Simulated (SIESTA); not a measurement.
**Energy of Ho along an even scaling of the cell**

System: Ho (Fm-3m, 1 atom in the cell).
Method: Kohn-Sham DFT of a periodic cell, PBE, PseudoDojo 3+ lanthanides (4f in the core), converted to PSML, spin-polarised (SIESTA 5.4.2).

The 7 runs differ only in the geometry, by an even scaling of the cell at fixed fractional positions. The structure derives from a Materials Project entry.

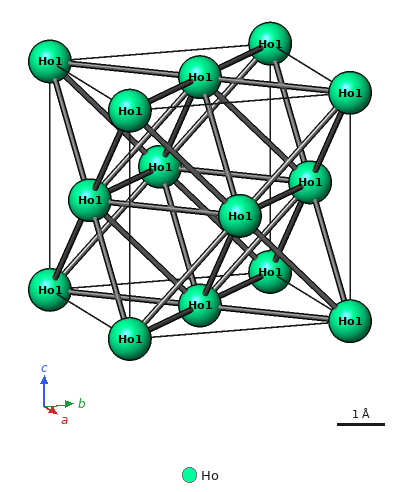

Figure 1. The structure of run 4 (ball-and-stick view of the cell 4 times as large as that of the calculation, set on its symmetry axes, seen slightly off an axis; atoms are numbered from 1 in the order of the input).

### Input of run 4
```
SystemName                      Ho
SystemLabel                     Ho
NumberOfSpecies                 1
NumberOfAtoms                   1
%block ChemicalSpeciesLabel
  1  67 Ho
%endblock ChemicalSpeciesLabel

LatticeConstant                 1.0 Ang
%block LatticeVectors
     0.0000000000     2.4942453452     2.4942453452
     2.4942453452     0.0000000000     2.4942453452
     2.4942453452     2.4942453452     0.0000000000
%endblock LatticeVectors
AtomicCoordinatesFormat         Fractional
%block AtomicCoordinatesAndAtomicSpecies
     0.0000000000     0.0000000000     0.0000000000  1  Ho
%endblock AtomicCoordinatesAndAtomicSpecies

%block kgrid.MonkhorstPack
    9   0   0  0.0
    0   9   0  0.0
    0   0   9  0.0
%endblock kgrid.MonkhorstPack
XC.Functional                   GGA
XC.Authors                      PBE
PAO.BasisSize                   DZP
PAO.EnergyShift                 0.002 Ry
Mesh.Cutoff                     800 Ry
Spin                            polarized
%block DM.InitSpin
    1   4.000
%endblock DM.InitSpin
OccupationFunction              FD
ElectronicTemperature           0.05 eV
MaxSCFIterations                200
SCF.MustConverge                false
SCF.Mixer.Method                Pulay
SCF.Mixer.Weight                0.1
SCF.Mixer.History               10
SCF.DM.Tolerance                5.0e-05
SCF.H.Tolerance                 1.0e-03 eV
WriteForces                     true
Charge.Mulliken                 end
%block SyntheticAtoms
  1
  6 6 5 5
  2.0 0.0 1.0 0.0
%endblock SyntheticAtoms
```

Command:
```bash
siesta Ho.fdf > Ho.out 2>&1
```

Run 6 differs from it as follows:
```diff
-     0.0000000000     2.4942453452     2.4942453452
-     2.4942453452     0.0000000000     2.4942453452
-     2.4942453452     2.4942453452     0.0000000000
+     0.0000000000     2.5270681269     2.5270681269
+     2.5270681269     0.0000000000     2.5270681269
+     2.5270681269     2.5270681269     0.0000000000
```

### Results, with one run withheld

```csv
run,volume per atom (Å³),"free energy per atom, from the lowest run given (meV)",pressure (GPa)
1,29.173,11.67,2.60
2,29.793,3.78,1.49
3,30.414,0.05,0.48
4,31.035,0.00,−0.44
5,31.655,3.55,−1.36
6,32.276,?,?
7,32.897,20.34,−2.91
```

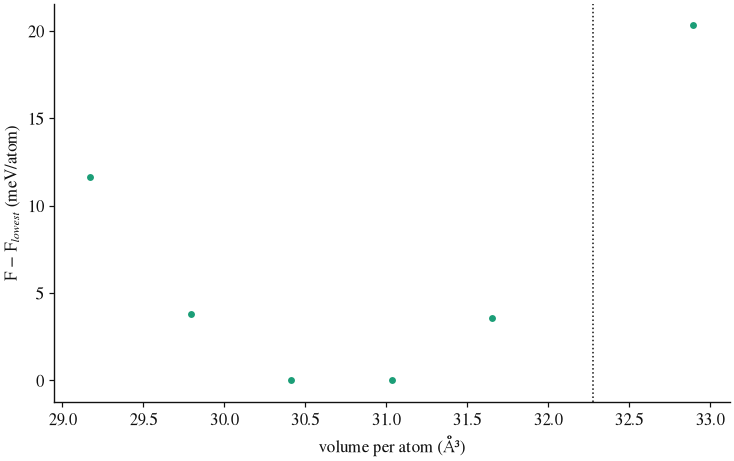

Figure 2. Free energy per atom of the runs given; the dotted line marks run 6.

Estimate the energy of run 6 from the others.

A cubic polynomial in V^(−2/3) (the Birch–Murnaghan form), fitted to the 6 runs given, misses them by at most 0.04 meV per atom. With x = V^(−2/3) − 0.10180 Å⁻², it reads F = −0.42547 − 280.93 x + 9.7579e+05 x² − 7.5607e+06 x³ (meV per atom). At run 6 it gives 10.40 meV per atom, and the run itself gives 10.47. The slope of the fit gives a pressure −dF/dV of −2.17 GPa there, and the run prints −2.18 GPa. The fit has its minimum at 30.722 Å³ per atom, where V d²F/dV² gives 46.9 GPa: the bulk modulus at this level, since symmetry fixes the shape and the positions.

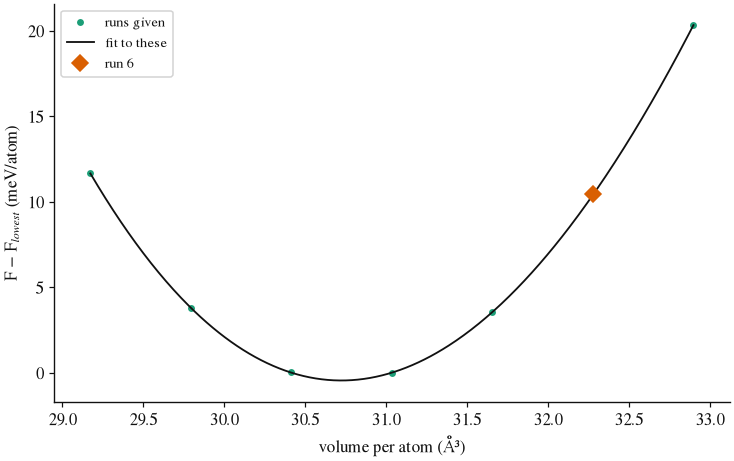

Figure 3. The fit and the withheld run.

### Some lines of the output (run 6)
```
[...]
outcell: Cell volume (Ang**3)        :     32.2761
stepf: Fermi-Dirac step function
siesta: Etot    =     -1200.978687
siesta: FreeEng =     -1200.991546
        iscf     Eharris(eV)        E_KS(eV)     FreeEng(eV)     dDmax    Ef(eV) dHmax(eV)
siesta: E_KS(eV) =            -1201.1478
siesta: E_KS - E_eggbox =     -1201.1478
siesta: Etot    =     -1201.147776
siesta: FreeEng =     -1201.161198
siesta:         Fermi =      -3.980389
siesta: Cell volume =         32.276085 Ang**3
    Orbital volume contribution        =           2.180548 eV
```

Notes: Points of doubt noted for this run: mulliken charges of long orbitals; trivalent lanthanide file without f moment. With a small basis of atomic orbitals these values can differ much from converged plane-wave results.
